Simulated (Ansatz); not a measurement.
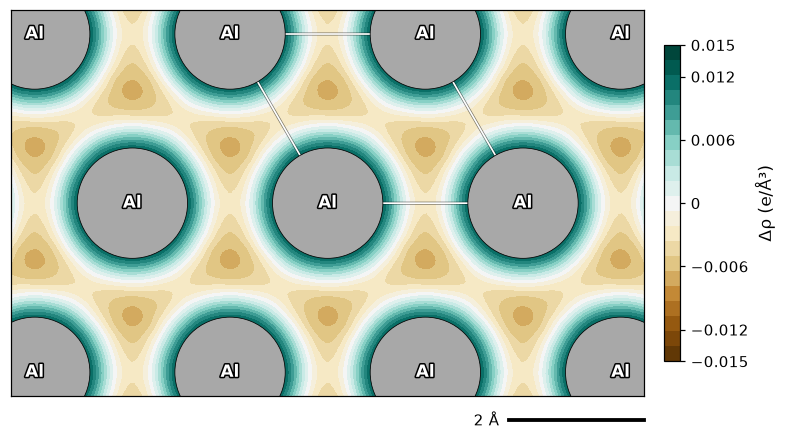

Al. Difference of the valence pseudo-densities of two functionals at the same geometry, on the (001) plane of the calculation cell: LDA less r2SCAN.

Space group P6₃/mmc; a structure from a database of computed crystals, not necessarily the ambient phase.

Both computed with Ansatz (plane waves, PAW), on the same k-point mesh. Grey discs cover the atomic cores.

```
Al
1.0
     2.88252    0.00000    0.00000
    -1.44126    2.49634    0.00000
     0.00000    0.00000    9.36616
Al
4
Direct
  0.66667 0.33333 0.75000
  0.00000 0.00000 0.50000
  0.33333 0.66667 0.25000
  0.00000 0.00000 0.00000
```

Q: Where does the change of functional move the electrons?

A: Against r2SCAN, LDA gives more density around Al (+0.006 e/Å³ on average at 1.0 Å from the nucleus) and less density in the space between the atoms (−0.005 e/Å³ on average).
